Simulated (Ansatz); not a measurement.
# Al: what the fields show

Input

```
crystal:
  lattice:
    - [-1.6797973663, 1.6797973663, 1.4278277614]
    - [1.6797973663, -1.6797973663, 1.4278277614]
    - [1.6797973663, 1.6797973663, -1.4278277614]
  atoms:
    - { symbol: Al, position: [0.0, 0.0, 0.0] }
basis:
  ecutwfc: 500
kpoints:
  mp_grid: { grid: [24, 24, 24] }
hamiltonian:
  xc: r2scan
scf:
  occupations: { method: gaussian, width: 0.15 }
output:
  forces: true
  stress: true
  eigenvalues: true
  write_density: true
  write_potential: true
  elf: true
  volumetric_format: npy
```

Run with:

```sh
ansatz run input.yaml --threads 1 --pin off --max-ram 2560MiB --backend cpu --events-out ev --progress --plain --runs-dir out
```

Below, planes, directions and counts refer to the conventional cell (a = 3.36 Å, b = 3.36 Å, c = 2.86 Å, α = 90.00°, β = 90.00°, γ = 90.00°).

Space group I4/mmm; a structure from a database of computed crystals, not necessarily the ambient phase; computed without spin polarisation.

All numbers below come from DFT r2SCAN, scalar-relativistic, plane waves, PAW (Ansatz).

In a PAW calculation such maps are meaningful between the atoms, not at the nuclei.

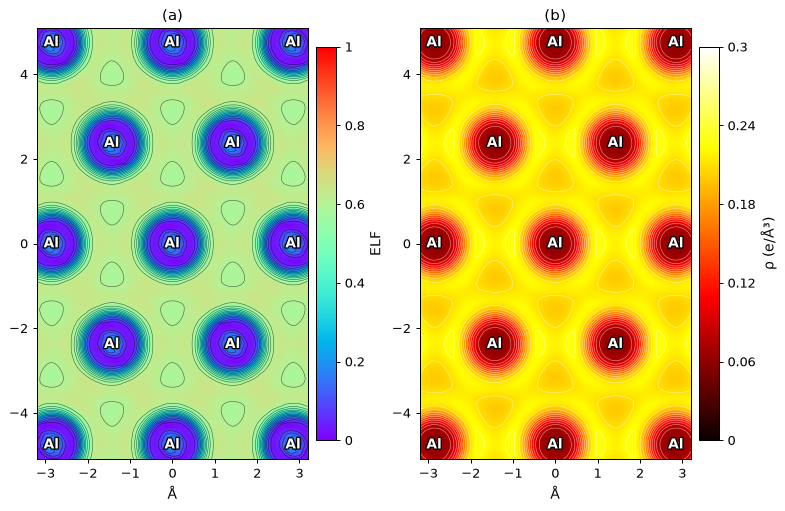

Figure 1. (a) electron localisation function; (b) valence pseudo-density on the (11̄0) plane of the conventional cell.

What do the fields say about this system?

The plane passes through Al nuclei. Al–Al (2.77 Å): ρ is about 0.22 e/Å³ halfway; the ELF peaks at about 0.65 between the atoms. Al–Al (2.86 Å): ρ at the midpoint is about 0.22 e/Å³; the ELF peaks at about 0.65 between the atoms. Between the atoms the lowest density in this plane is 0.2 e/Å³.

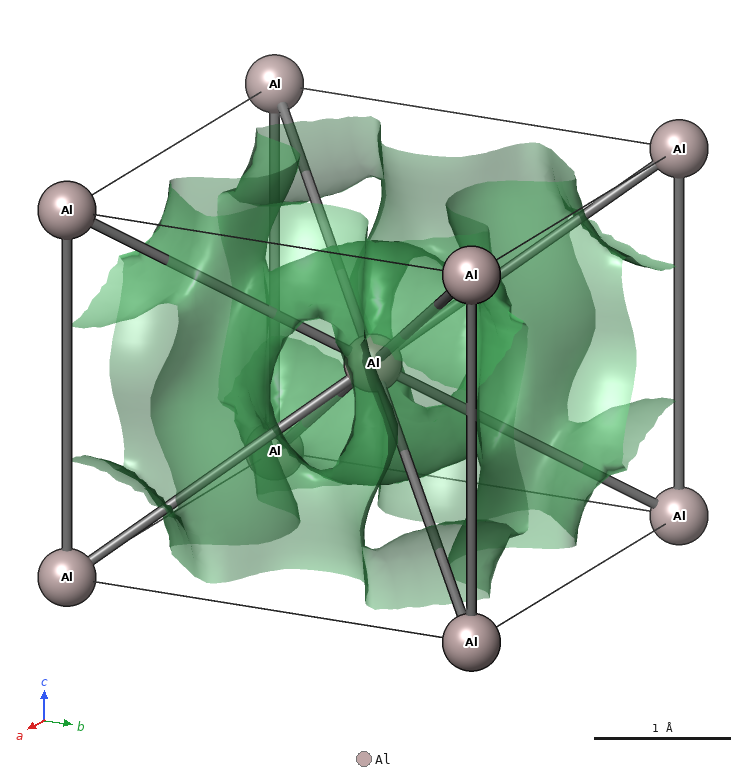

Figure 2. Isosurface of the ELF at 0.55 (green), seen at an oblique angle. Only the valence region is drawn (cores and ρ < 0.01 e/Å³ removed). Sticks mark near contacts.

Identify the bonds, lone pairs and shells in this picture.

The ELF exceeds this value in one network that runs through the whole crystal, counted in one cell of 2 atoms. Regions shared between cells count once. There are no localised bonds or lone pairs at this value.

Does the calculation make it a metal, or give it a gap?

It is gapless in this calculation (a metal or semimetal).
